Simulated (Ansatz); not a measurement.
## W: geometry relaxation

- system: W (Im-3m, 1 atom in the cell)
- method: DFT, PBEsol, PAW with Ansatz's default frozen-core files, scalar-relativistic, no spin polarisation (Ansatz 0.2.0)

The structure was built on a prototype by a generator; it need not be a known phase. It belongs to a series of runs on one base structure; here: bulk cell relaxed. Figures and captions count atoms from 1; the log counts them from 0 in places.

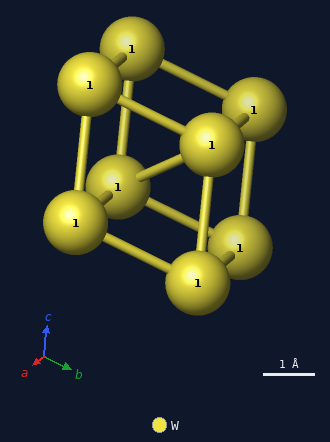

**Figure 1.** The starting structure (ball-and-stick view of the cell of the calculation, seen slightly off an axis; atoms are numbered from 1 in the order of the input). An atom can appear more than once, as a periodic image. Near neighbours in the periodic cell (some may lie outside the picture): W has 8 W at 2.73 Å.

### Input file
```yaml
crystal:
  lattice:
    - [-1.5784212184, 1.5784212184, 1.5784212184]
    - [1.5784212184, -1.5784212184, 1.5784212184]
    - [1.5784212184, 1.5784212184, -1.5784212184]
  atoms:
    - { symbol: W, position: [0.0, 0.0, 0.0] }
kpoints:
  mp_grid: { grid: [19, 19, 19] }
scf:
  occupations: { method: fermi_dirac, width: 0.1 }
hamiltonian:
  xc: pbesol
  pseudopotentials: { kind: paw }
output:
  forces: true
  stress: true
relax:
  f_tol: 0.005
  max_steps: 40
  cell: {}
```

Machine: 2 threads of Arm Neoverse V2, 128 GiB of memory available, shared host.

Launch command:
```bash
ansatz run input.yaml --threads 2 --pin off --max-ram 4096MiB --backend cpu --events-out ev --progress --plain --runs-dir out
```

### The program's output
```
Engine: ansatz 0.2.0, aarch64-unknown-linux-gnu
Pseudopotentials: kind: paw
Pseudopotential: W, paw, valence charge 14, recommended cutoff 420 eV (normal), W.paw.azcp
Functional definition: PBEsol
  exchange = pbesol_x
  correlation = pbesol_c
Crystal: 1 atoms, lattice volume = 15.730 Å³
Basis set: ecut = 420 eV, 321 PW (Γ), exchange–correlation on 40×40×40 points (8 copies of the dense FFT grid, shifted against one another)
Bands: 11, of which v1, the nominal top of the filled ones, is band 7 counted from 1 (6 counted from 0)
Symmetry: 48 space group operations
Space group: Im-3m (ITA 229), of the structure as read, at distance tolerance 2.5e-5 Å
k-points: 220 of 6859
Non-local potential: W, projectors of the file, l = 0: 3, l = 1: 2, l = 2: 2, l = 3: 1
PAW form: soft (Blöchl's): semilocal exchange-correlation on the pseudo side does not see the compensation charge
PAW frozen core: W, regenerated for the run's functional, and the local potential with it (the file was generated under x = pbe(κ = 0.804, μ = 0.2195149727645171), c = pbe(β = 0.06672455060314922))
PAW one-centre angular grid: W, 590 points (default); XC on 64 Gauss nodes
Initial density: superposition of atomic densities (neutral atoms: chi_scale 0, normalization atom), corrected by the library's trained network
Initial wavefunctions: pseudopotential atomic-orbital guess
Functional: x = pbesol(κ = 0.804, μ = 0.12345679012345678), c = pbesol(β = 0.046)
SCF iter   1: F=—  HF=-10256.574635 eV  |F-HF|=—  |Δ(HF+E_count)|=         —  Δρ=1.91e-3  dr2=1.11e-4  ethr=1.77e-3  ⟨swp⟩=5.0  Hψ=12716  notcnv=0
preconditioner: auto → none  [metal: Δε(μ)=0.067 eV  Ē_g=9.132 eV  σ=0.100 eV  W_gap=0.16  n_scr=0 (ndim 8)  ℏωp=22.9 eV  f_vac=0.000  D(μ)=0.41/eV (n_scr^D=0)]
SCF iter   2: F=—  HF=-10256.574418 eV  |F-HF|=—  |Δ(HF+E_count)|=   2.17e-4  Δρ=1.01e-3  dr2=3.69e-5  ethr=7.94e-7  ⟨swp⟩=2.0  Hψ=5437  notcnv=0
SCF iter   3: F=—  HF=-10256.574462 eV  |F-HF|=—  |Δ(HF+E_count)|=   4.38e-5  Δρ=3.07e-4  dr2=1.34e-5  ethr=2.63e-7  ⟨swp⟩=2.0  Hψ=3743  notcnv=0
SCF iter   4: F=—  HF=-10256.574456 eV  |F-HF|=—  |Δ(HF+E_count)|=   5.90e-6  Δρ=9.87e-5  dr2=1.31e-6  ethr=9.61e-8  ⟨swp⟩=2.9  Hψ=3809  notcnv=0
iter 5 did not close the SCF: its close was put off for the readings that it lacked (scf_convergence_deferred on its scf_iter line)
SCF iter   5: F=-10256.574456 eV  HF=-10256.574456 eV  |F-HF|=6.12e-8  |Δ(HF+E_count)|=   6.03e-7  Δρ=2.48e-5  dr2=7.27e-8  ethr=9.37e-9  ⟨swp⟩=2.9  Hψ=3955  notcnv=0
SCF iter   6: F=-10256.574456 eV  HF=-10256.574456 eV  |F-HF|=3.09e-9  |Δ(HF+E_count)|=   3.32e-8  Δρ=5.61e-6  dr2=3.66e-9  ethr=5.19e-10  ⟨swp⟩=2.3  Hψ=8586  notcnv=0
SCF 1 converged in 6 iterations: F = -10256.574456 eV  dr2 = 3.66e-9
  greatest PAW one-centre occupation: 1.000 electrons in one spin orbital (limit 2), on the W atom at site 0 (counted from 0), in its partial waves of l = 0
relax step   1: F+E_penalty+E_count = -10256.57445565 eV  Δ(F+E_penalty+E_count) = +0.000e0 eV  max|allowed force component| = 0.000e0 eV/Å  Δτ_max = 0.0000 Å  P = -0.906 GPa  Ω = 15.730 Å³  (6 SCF iters, dr2 threshold 1.00e-7 eV, accepted)
Crystal: 1 atoms, lattice volume = 15.568 Å³
Initial density: handed on by an earlier stage of this run
Initial wavefunctions: those handed on with the density
iter 1 solved again at ethr=1.19e-7 eV; its pass at ethr=3.10e-3 eV (dr2=1.67e-5 eV) is discarded
SCF iter   1: F=—  HF=-10256.573737 eV  |F-HF|=—  |Δ(HF+E_count)|=         —  Δρ=3.53e-4  dr2=4.86e-6  ethr=1.19e-7  ⟨swp⟩=2.3  Hψ=16631  notcnv=0
preconditioner: auto → none  [metal: Δε(μ)=0.064 eV  Ē_g=9.232 eV  σ=0.100 eV  W_gap=0.16  n_scr=0 (ndim 8)  ℏωp=23.1 eV  f_vac=0.000  D(μ)=0.40/eV (n_scr^D=0)]
SCF iter   2: F=—  HF=-10256.573740 eV  |F-HF|=—  |Δ(HF+E_count)|=   3.12e-6  Δρ=1.72e-4  dr2=9.79e-7  ethr=3.47e-8  ⟨swp⟩=2.9  Hψ=3755  notcnv=0
SCF iter   3: F=-10256.573742 eV  HF=-10256.573742 eV  |F-HF|=3.41e-9  |Δ(HF+E_count)|=   1.56e-6  Δρ=2.13e-5  dr2=2.59e-8  ethr=7.14e-10  ⟨swp⟩=3.1  Hψ=8236  notcnv=0
SCF 2 converged in 3 iterations: F = -10256.573742 eV  dr2 = 2.59e-8
relax step   2: F+E_penalty+E_count = -10256.57374169 eV  Δ(F+E_penalty+E_count) = +7.140e-4 eV  max|allowed force component| = 0.000e0 eV/Å  Δτ_max = 0.0000 Å  P = +2.471 GPa  Ω = 15.568 Å³  energy of the carried Pulay correction = +6.353e-5 eV  (3 SCF iters, dr2 threshold 1.00e-7 eV, rejected (line search))
Crystal: 1 atoms, lattice volume = 15.686 Å³
iter 1 solved again at ethr=6.66e-8 eV; its pass at ethr=3.10e-3 eV (dr2=9.32e-6 eV) is discarded
SCF iter   1: F=—  HF=-10256.574597 eV  |F-HF|=—  |Δ(HF+E_count)|=         —  Δρ=2.39e-4  dr2=2.26e-6  ethr=6.66e-8  ⟨swp⟩=2.2  Hψ=16364  notcnv=0
preconditioner: auto → none  [metal: Δε(μ)=0.066 eV  Ē_g=9.160 eV  σ=0.100 eV  W_gap=0.16  n_scr=0 (ndim 8)  ℏωp=23.0 eV  f_vac=0.000  D(μ)=0.41/eV (n_scr^D=0)]
SCF iter   2: F=—  HF=-10256.574597 eV  |F-HF|=—  |Δ(HF+E_count)|=   6.50e-7  Δρ=1.17e-4  dr2=4.58e-7  ethr=1.61e-8  ⟨swp⟩=2.9  Hψ=3734  notcnv=0
SCF iter   3: F=—  HF=-10256.574599 eV  |F-HF|=—  |Δ(HF+E_count)|=   1.26e-6  Δρ=1.43e-5  dr2=1.20e-8  ethr=3.27e-9  ⟨swp⟩=2.0  Hψ=2640  notcnv=0
SCF iter   4: F=—  HF=-10256.574599 eV  |F-HF|=—  |Δ(HF+E_count)|=   4.24e-9  Δρ=1.55e-6  dr2=8.81e-11  ethr=8.57e-11  ⟨swp⟩=2.0  Hψ=3917  notcnv=0
SCF iter   5: F=-10256.574599 eV  HF=-10256.574599 eV  |F-HF|=1.82e-12  |Δ(HF+E_count)|=  3.46e-11  Δρ=8.86e-8  dr2=4.04e-13  ethr=1.00e-12  ⟨swp⟩=5.9  Hψ=9233  notcnv=0
SCF 3 converged in 5 iterations: F = -10256.574599 eV  dr2 = 4.04e-13
relax step   3: F+E_penalty+E_count = -10256.57459876 eV  Δ(F+E_penalty+E_count) = -1.431e-4 eV  max|allowed force component| = 0.000e0 eV/Å  Δτ_max = 0.0000 Å  P = -0.011 GPa  Ω = 15.686 Å³  energy of the carried Pulay correction = +1.711e-5 eV  (5 SCF iters, accepted)
Initial wavefunctions: pseudopotential atomic-orbital guess (no wavefunctions were taken with the density)
iter 1 solved again at ethr=4.13e-8 eV; its pass at ethr=3.10e-3 eV (dr2=5.78e-6 eV) is discarded
SCF iter   1: F=—  HF=-10256.574586 eV  |F-HF|=—  |Δ(HF+E_count)|=         —  Δρ=5.88e-6  dr2=7.95e-10  ethr=4.13e-8  ⟨swp⟩=3.0  Hψ=19733  notcnv=0
eigensolver tolerance schedule: the retry pair's looser diagonalisation over-reported the residual by 7268.62 of it (diagonalisation noise at 0.11 of the residual, at the tolerance the schedule requests for it); recorded, not acted on — ethr = c·dr2/N_el stays at c = 1.0e-1
preconditioner: auto → none  [metal: Δε(μ)=0.066 eV  Ē_g=9.159 eV  σ=0.100 eV  W_gap=0.16  n_scr=0 (ndim 8)  ℏωp=23.0 eV  f_vac=0.000  D(μ)=0.41/eV (n_scr^D=0)]
SCF iter   2: F=—  HF=-10256.574585 eV  |F-HF|=—  |Δ(HF+E_count)|=   8.68e-7  Δρ=2.72e-6  dr2=1.45e-10  ethr=5.68e-12  ⟨swp⟩=3.2  Hψ=4500  notcnv=0
SCF iter   3: F=-10256.574585 eV  HF=-10256.574585 eV  |F-HF|=3.64e-12  |Δ(HF+E_count)|=  4.37e-11  Δρ=3.41e-7  dr2=2.67e-12  ethr=1.00e-12  ⟨swp⟩=4.2  Hψ=10277  notcnv=0
SCF 4 converged in 3 iterations: F = -10256.574585 eV  dr2 = 2.67e-12
relax step   4: F+E_penalty+E_count = -10256.57458494 eV  Δ(F+E_penalty+E_count) = +1.382e-5 eV  max|allowed force component| = 0.000e0 eV/Å  Δτ_max = 0.0000 Å  P = -0.011 GPa  Ω = 15.686 Å³  stress off target by 1.10e-2 GPa  SCF on the basis re-selected at this cell (its energy is not comparable with the rows above)  (3 SCF iters)
```

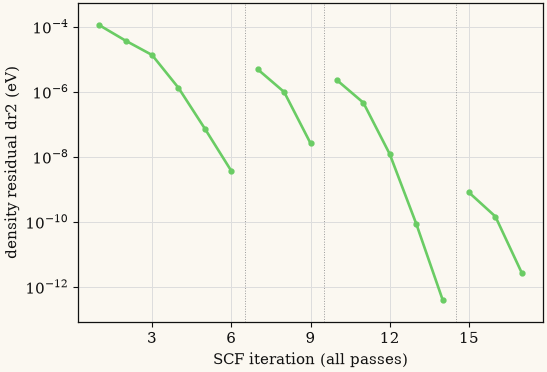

**Figure 2.** Convergence of the self-consistent field: density residual dr2 against the SCF iteration. The dotted lines part the SCF passes of the relaxation: geometry steps, rejected trials and re-solves on a re-selected basis. The passes take 6, 3, 5 and 3 iterations.

```
basis re-selected at this cell: Δ(F+E_penalty+E_count) = +1.382e-5 eV, ΔP = +0.000 GPa vs the last step (what re-selecting the basis moved, of the pressure what is left beyond the Pulay correction that the steps carried, after the strain that the cell walked since its last selection, with what the two solves' SCF thresholds leave and, on support functions, any second-order correction that the steps lacked; it is no measure of the basis error at this ecutwfc). This SCF's stress stands 1.10e-2 GPa from its target on what of the cell is left free (relax.cell.stress_tol is 5.00e-2 GPa) and its largest allowed force component is 0.00e0 eV/Å (relax.f_tol is 5.00e-3 eV/Å): within both
SCF converged after 3 iterations
Free energy (F): -10256.574585 eV
Harris-Foulkes:  -10256.574585 eV  (|F-HF|=3.64e-12)
Internal energy: -10256.560513 eV  (E = F + TS)
E sigma→0 (E₀):  -10256.567549 eV
Entropy (-TS):   -0.014072 eV (-14.072 meV/atom)
Fermi energy:    22.696632 eV
--- Per-component energies (eV) ---
  E_band       = -79.882990
  E_kinetic    = 450.754026
  E_local      = -593.876327  (includes V_loc(G=0)·N_el)
  E_nonlocal   = 3.050502
  E_hartree    = 213.128745
  E_xc         = -265.437396
  E_vxc        = -238.915125  (∫ρ·V_xc dr)
  E_paw        = -8436.083175  (= ΣΔE_a)
  E_vpaw       = -127.153478  (= ΣTr[D̂ρ^β])
  E_aug_tail   = -0.000058  (compensation charges beyond the density's cutoff)
  E_ewald      = -1628.318622
  E_core_change = 0.221792  (= ΣΔE_core)
  E_smearing   = -0.014072  (= −TS)
  E_closure    = 0.000000  (closes the sum)
  Σ components = -10256.574585   (vs F -10256.574585, Δ=0.00e0)
--- Forces (eV/Å), atoms counted from 1 ---
  atom   1  W      0.00000000     0.00000000     0.00000000
  max |Σ_I F_I| component: 9.45e-32 eV/Å
--- Stress (GPa, compression-positive) ---
       -0.011046      -0.000000       0.000000
        0.000000      -0.011046      -0.000000
       -0.000000      -0.000000      -0.011046
  P = ⅓ Tr σ = -0.0110 GPa (-0.110 kbar)
--- Relaxed structure (3 steps of the walk, 2 accepted, 1 SCFs on fresh bases) ---
  F+E_penalty+E_count = -10256.57458494 eV   max|allowed force component| = 0.000e0 eV/Å   (the final SCF, on the basis selected at the relaxed cell)
  cell:  # Å, volume = 15.6861 Å³
    - [-1.5769517518796954, 1.5769517518796954, 1.5769517518796954]
    - [1.5769517518796954, -1.5769517518796954, 1.5769517518796954]
    - [1.5769517518796954, 1.5769517518796954, -1.5769517518796954]
  atoms:
    - { symbol: W, position: [0.0, 0.0, 0.0] }
```

### Trajectory as extended XYZ (Å, eV, eV/Å), 4 frames, from step=1 to step=4
```
1
Lattice="-1.5784 1.5784 1.5784 1.5784 -1.5784 1.5784 1.5784 1.5784 -1.5784" Properties=species:S:1:pos:R:3:forces:R:3 step=1 energy=-10256.57446 pressure_GPa=-0.91
W     0.0000    0.0000    0.0000    0.0000   0.0000   0.0000
1
Lattice="-1.5730 1.5730 1.5730 1.5730 -1.5730 1.5730 1.5730 1.5730 -1.5730" Properties=species:S:1:pos:R:3:forces:R:3 step=2 energy=-10256.57374 pressure_GPa=2.47 accepted=F
W     0.0000    0.0000    0.0000    0.0000   0.0000   0.0000
1
Lattice="-1.5770 1.5770 1.5770 1.5770 -1.5770 1.5770 1.5770 1.5770 -1.5770" Properties=species:S:1:pos:R:3:forces:R:3 step=3 energy=-10256.57460 pressure_GPa=-0.01
W     0.0000    0.0000    0.0000    0.0000   0.0000   0.0000
1
Lattice="-1.5770 1.5770 1.5770 1.5770 -1.5770 1.5770 1.5770 1.5770 -1.5770" Properties=species:S:1:pos:R:3:forces:R:3 step=4 energy=-10256.57459 pressure_GPa=-0.01
W     0.0000    0.0000    0.0000    0.0000   0.0000   0.0000
```

### Summary

| quantity | value |
| --- | --- |
| outcome | converged |
| space group (tolerance 0.01 Å) | Im-3m (229) |
| electrons treated | 14 |
| free energy | −10256.5746 eV |
| Fermi energy | 22.697 eV |
| pressure | −0.01 GPa |
| final volume | 15.69 Å³ |
| largest force (length of the vector) at the end | under 0.001 eV/Å |
| final cell | a = 2.731 Å, b = 2.731 Å, c = 2.731 Å, α = 109.47°, β = 109.47°, γ = 109.47° |
| wall time | 3.6 s (CPU time 6.5 s) |
| peak memory | 0.31 GiB |

Spin–orbit coupling is left out, which matters for W.
